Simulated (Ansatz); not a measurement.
Mo (I4/mmm, No. 139): the end point of a relaxation with Ansatz, DFT r2SCAN, scalar-relativistic, plane waves, PAW; the starting structure was generated, so it need not be a known form of this composition.

```cif
data_structure
_symmetry_space_group_name_H-M 'P 1'
_symmetry_Int_Tables_number 1
_cell_length_a 3.1311
_cell_length_b 3.1311
_cell_length_c 7.4727
_cell_angle_alpha 90.000
_cell_angle_beta 90.000
_cell_angle_gamma 90.000
_cell_volume 73.26
loop_
_atom_site_label
_atom_site_type_symbol
_atom_site_fract_x
_atom_site_fract_y
_atom_site_fract_z
_atom_site_occupancy
Mo1 Mo 0.50000 0.50000 0.33885 1
Mo2 Mo 0.00000 0.00000 0.16115 1
Mo3 Mo 0.00000 0.00000 0.83885 1
Mo4 Mo 0.50000 0.50000 0.66115 1
```

Question: What will a HAADF-like image along [101] show? The image is simulated as a sum over atoms of Z^1.8, blurred by a 0.50 Å probe (no channelling). The probe carries 25 % of its weight in a tail 2.5 times as wide. Shot noise was added.

Answer: The columns repeat on a rectangular net of 1.57 × 2.89 Å (plane group p2mm). All columns are alike (Mo). The shortest distance between visible columns is 0.93 Å in projection. Along the beam the structure repeats every 8.10 Å.

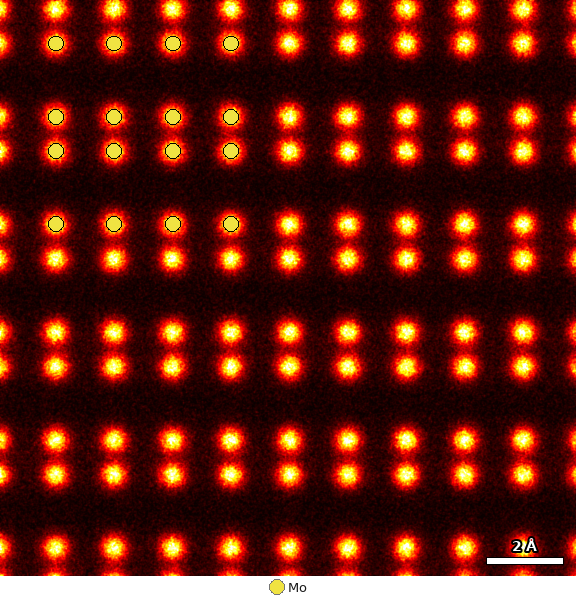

The simulated image, with the columns of the model marked in one corner.
